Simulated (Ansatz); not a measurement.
# What a change does: single-point calculation on W₃Si

System: W₃Si (8 atoms in the cell).
Method of run A: DFT, PBEsol, plane waves, PAW, no spin polarisation (Ansatz 0.2.0).

The structure derives from a Materials Project entry. Text and figures count atoms from 1; the logs count them from 0 in places.

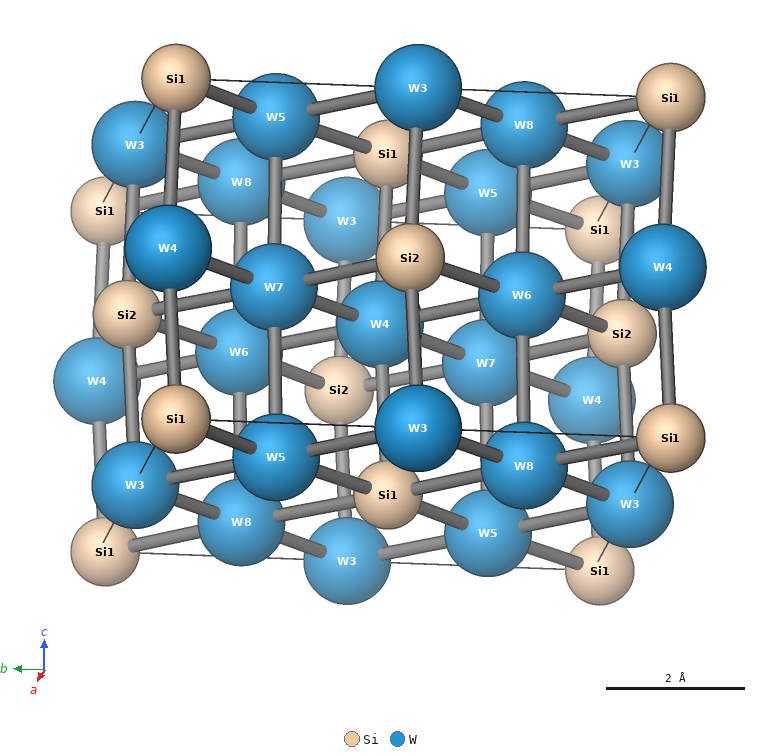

Fig. 1: The input geometry (ball-and-stick view of the cell 2 times as large as that of the calculation, set on its symmetry axes, seen at an oblique angle; atoms are numbered from 1 in the order of the input). An atom can appear more than once, as a periodic image.

### Input, run A
```yaml
crystal:
  lattice:
    - [0.0, -5.1543905733, 0.0]
    - [-5.1543905733, 0.0, 0.0]
    - [0.0, 0.0, -5.1543905733]
  atoms:
    - { symbol: Si, position: [0.0133755699, 0.0133755699, 0.0] }
    - { symbol: Si, position: [0.4866244301, 0.4866244301, 0.5] }
    - { symbol: W, position: [0.5027266135, 0.5027266135, 0.0] }
    - { symbol: W, position: [0.9972733865, 0.9972733865, 0.5] }
    - { symbol: W, position: [0.5073633016, -0.0027266135, 0.0] }
    - { symbol: W, position: [-0.0073633016, 0.5027266135, 0.5] }
    - { symbol: W, position: [0.5027266135, -0.0073633016, 0.5] }
    - { symbol: W, position: [-0.0027266135, 0.5073633016, 0.0] }
basis:
  ecutwfc: 420
  xc_grid: 3
  ecutrho_ratio: 8
kpoints:
  mp_grid: { grid: [15, 15, 15] }
hamiltonian:
  xc: pbesol
scf:
  occupations: { method: gaussian, width: 0.15 }
output:
  forces: true
  eigenvalues: true
  stress: true
```

Command:
```bash
ansatz run input.yaml --threads 2 --pin off --max-ram 5120MiB --backend cpu --events-out ev --progress --plain --runs-dir out
```

Hardware: 2 threads of Intel Xeon @ 2.50GHz (Skylake/Cascade Lake), 189 GiB of memory available, shared host.

### Output, shortened to warnings, some set-up lines, iterations and results (run A)
```
Basis set: ecut = 420 eV, 2721 PW (Γ), exchange–correlation on 150×150×150 points (27 copies of the dense FFT grid, shifted against one another)
Symmetry: 8 space group operations
k-points: 512 of 3375
Initial density: superposition of atomic densities (neutral atoms: chi_scale 0, normalization atom), corrected by the library's trained network
[...]
SCF iter   1: F=—  HF=-62771.566001 eV  |F-HF|=—  |Δ(HF+E_count)|=         —  Δρ=5.82e-3  dr2=3.01e-2  ethr=1.77e-3  ⟨swp⟩=5.4  Hψ=109636  notcnv=0
SCF iter   2: F=—  HF=-62771.560414 eV  |F-HF|=—  |Δ(HF+E_count)|=   5.59e-3  Δρ=3.18e-3  dr2=9.12e-3  ethr=3.27e-5  ⟨swp⟩=1.3  Hψ=38533  notcnv=0
SCF iter   3: F=—  HF=-62771.558661 eV  |F-HF|=—  |Δ(HF+E_count)|=   1.75e-3  Δρ=2.48e-4  dr2=8.09e-5  ethr=9.91e-6  ⟨swp⟩=2.0  Hψ=38241  notcnv=0
SCF iter   4: F=—  HF=-62771.558660 eV  |F-HF|=—  |Δ(HF+E_count)|=   1.70e-6  Δρ=5.86e-5  dr2=5.58e-6  ethr=8.79e-8  ⟨swp⟩=2.0  Hψ=46647  notcnv=0
SCF iter   5: F=—  HF=-62771.558659 eV  |F-HF|=—  |Δ(HF+E_count)|=   9.38e-7  Δρ=1.34e-5  dr2=3.55e-7  ethr=6.07e-9  ⟨swp⟩=2.0  Hψ=38761  notcnv=0
SCF iter   6: F=-62771.558659 eV  HF=-62771.558659 eV  |F-HF|=6.56e-9  |Δ(HF+E_count)|=   7.48e-8  Δρ=3.19e-6  dr2=1.67e-8  ethr=1.09e-10  ⟨swp⟩=9.0  Hψ=110317  notcnv=0
SCF 1 converged in 6 iterations: F = -62771.558659 eV  dr2 = 1.67e-8
SCF converged after 6 iterations
Free energy (F): -62771.558659 eV
Harris-Foulkes:  -62771.558659 eV  (|F-HF|=6.56e-9)
Internal energy: -62771.447725 eV  (E = F + TS)
E sigma→0 (E₀):  -62771.503192 eV
Entropy (-TS):   -0.110934 eV (-13.867 meV/atom)
Fermi energy:    17.225736 eV
--- Per-component energies (eV) ---
  E_band       = -817.774231
  E_kinetic    = 2780.867247
  E_local      = -5250.487204  (includes V_loc(G=0)·N_el)
  E_nonlocal   = 86.545550
  E_hartree    = 1927.112494
  E_xc         = -1694.901431
  E_vxc        = -1518.325588  (∫ρ·V_xc dr)
  E_paw        = -51617.329648  (= ΣΔE_a)
  E_vpaw       = -770.601635  (= ΣTr[D̂ρ^β])
  E_aug_tail   = -0.000015  (compensation charges beyond the density's cutoff)
  E_ewald      = -9004.648590
  E_core_change = 1.393874  (= ΣΔE_core)
  E_smearing   = -0.110934  (= −TS)
  E_closure    = 0.000000  (closes the sum)
  Σ components = -62771.558659   (vs F -62771.558659, Δ=0.00e0)
--- Forces (eV/Å), atoms counted from 1 ---
  atom   1  Si    -0.17999331    -0.17999331     0.00000000
  atom   2  Si     0.17999331     0.17999331     0.00000000
  atom   3  W     -0.22833224    -0.22833224     0.00000000
  atom   4  W      0.22833224     0.22833224     0.00000000
  atom   5  W      0.21708270    -0.76603380     0.00000000
  atom   6  W     -0.21708270     0.76603380     0.00000000
  atom   7  W      0.76603380    -0.21708270     0.00000000
  atom   8  W     -0.76603380     0.21708270     0.00000000
  max |Σ_I F_I| component: 3.05e-16 eV/Å
--- Stress (GPa, compression-positive) ---
        0.363905      -0.233614       0.000000
       -0.233614       0.363905       0.000000
        0.000000       0.000000      -0.154878
  P = ⅓ Tr σ = 0.1910 GPa (1.910 kbar)
```

For run B the input was changed thus:
```diff
-  xc_grid: 3
-  ecutrho_ratio: 8
-  mp_grid: { grid: [15, 15, 15] }
+  mp_grid: { grid: [10, 10, 10] }
```

What does this change do to the results?

The free energy of run B is 4.4 meV per atom lower, the joint effect of these numerical settings, which can't be told apart here. The largest force goes from 0.796 to 0.734 eV/Å. The number of SCF iterations is the same. The irreducible k-points go from 512 to 186. On the same kind of shared host run B took about 0.34 times as long.

### Output, shortened to warnings, some set-up lines, iterations and results (run B)
```
Basis set: ecut = 420 eV, 2721 PW (Γ), exchange–correlation on 72×72×72 points (8 copies of the dense FFT grid, shifted against one another)
Symmetry: 8 space group operations
k-points: 186 of 1000
Initial density: superposition of atomic densities (neutral atoms: chi_scale 0, normalization atom), corrected by the library's trained network
[...]
SCF iter   1: F=—  HF=-62771.600745 eV  |F-HF|=—  |Δ(HF+E_count)|=         —  Δρ=5.70e-3  dr2=2.74e-2  ethr=1.77e-3  ⟨swp⟩=5.4  Hψ=39690  notcnv=0
SCF iter   2: F=—  HF=-62771.595597 eV  |F-HF|=—  |Δ(HF+E_count)|=   5.15e-3  Δρ=3.14e-3  dr2=8.42e-3  ethr=2.98e-5  ⟨swp⟩=1.6  Hψ=16610  notcnv=0  defer=1
SCF iter   3: F=—  HF=-62771.594041 eV  |F-HF|=—  |Δ(HF+E_count)|=   1.56e-3  Δρ=2.33e-4  dr2=7.11e-5  ethr=9.15e-6  ⟨swp⟩=2.0  Hψ=13977  notcnv=0  defer=1
SCF iter   4: F=—  HF=-62771.593947 eV  |F-HF|=—  |Δ(HF+E_count)|=   9.39e-5  Δρ=5.45e-5  dr2=4.54e-6  ethr=7.73e-8  ⟨swp⟩=2.4  Hψ=17272  notcnv=0  defer=1
SCF iter   5: F=—  HF=-62771.593946 eV  |F-HF|=—  |Δ(HF+E_count)|=   6.46e-7  Δρ=1.22e-5  dr2=3.00e-7  ethr=4.93e-9  ⟨swp⟩=2.0  Hψ=13834  notcnv=0  defer=1
SCF iter   6: F=-62771.593946 eV  HF=-62771.593946 eV  |F-HF|=6.45e-9  |Δ(HF+E_count)|=   5.99e-8  Δρ=2.91e-6  dr2=1.47e-8  ethr=1.09e-10  ⟨swp⟩=8.6  Hψ=39878  notcnv=0
SCF 1 converged in 6 iterations: F = -62771.593946 eV  dr2 = 1.47e-8
SCF converged after 6 iterations
Free energy (F): -62771.593946 eV
Harris-Foulkes:  -62771.593946 eV  (|F-HF|=6.45e-9)
Internal energy: -62771.497816 eV  (E = F + TS)
E sigma→0 (E₀):  -62771.545881 eV
Entropy (-TS):   -0.096130 eV (-12.016 meV/atom)
Fermi energy:    17.227042 eV
--- Per-component energies (eV) ---
  E_band       = -817.621176
  E_kinetic    = 2780.892485
  E_local      = -5250.756261  (includes V_loc(G=0)·N_el)
  E_nonlocal   = 86.558537
  E_hartree    = 1927.321342
  E_xc         = -1694.921155
  E_vxc        = -1518.351366  (∫ρ·V_xc dr)
  E_paw        = -51617.337679  (= ΣΔE_a)
  E_vpaw       = -770.610239  (= ΣTr[D̂ρ^β])
  E_aug_tail   = -0.000370  (compensation charges beyond the density's cutoff)
  E_ewald      = -9004.648590
  E_core_change = 1.393874  (= ΣΔE_core)
  E_smearing   = -0.096130  (= −TS)
  E_closure    = 0.000000  (closes the sum)
  Σ components = -62771.593946   (vs F -62771.593946, Δ=0.00e0)
--- Forces (eV/Å), atoms counted from 1 ---
  atom   1  Si    -0.17651983    -0.17651983     0.00000000
  atom   2  Si     0.17651983     0.17651983     0.00000000
  atom   3  W     -0.23090738    -0.23090738     0.00000000
  atom   4  W      0.23090738     0.23090738     0.00000000
  atom   5  W      0.22524746    -0.69869605     0.00000000
  atom   6  W     -0.22524746     0.69869605     0.00000000
  atom   7  W      0.69869605    -0.22524746     0.00000000
  atom   8  W     -0.69869605     0.22524746     0.00000000
  max |Σ_I F_I| component: 2.78e-17 eV/Å
--- Stress (GPa, compression-positive) ---
        0.350550      -0.191304       0.000000
       -0.191304       0.350550       0.000000
        0.000000       0.000000      -0.147939
  P = ⅓ Tr σ = 0.1844 GPa (1.844 kbar)
```

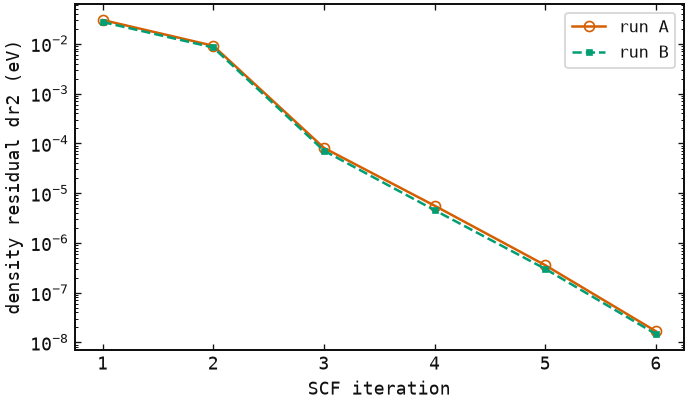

Fig. 2: Convergence of the two runs: density residual dr2 against the SCF iteration. Run A takes 6 iterations in all, and run B takes 6.

### The two runs side by side

| quantity | run A | run B |
| --- | --- | --- |
| outcome | converged | converged |
| free energy per atom (eV) | −7846.4448 | −7846.4492 |
| energy per atom, smearing taken to zero (eV) | −7846.4379 | −7846.4432 |
| gap on the mesh (eV) | 0.00 | 0.00 |
| pressure (GPa) | 0.19 | 0.18 |
| largest force (eV/Å) | 0.796 | 0.734 |
| SCF iterations | 6 | 6 |
| irreducible k-points | 512 | 186 |
| plane waves at Γ | 2721 | 2721 |
| wall time (shared host) | 3.2 min | 65 s |

For both runs: Spin–orbit coupling is left out, which matters for W.
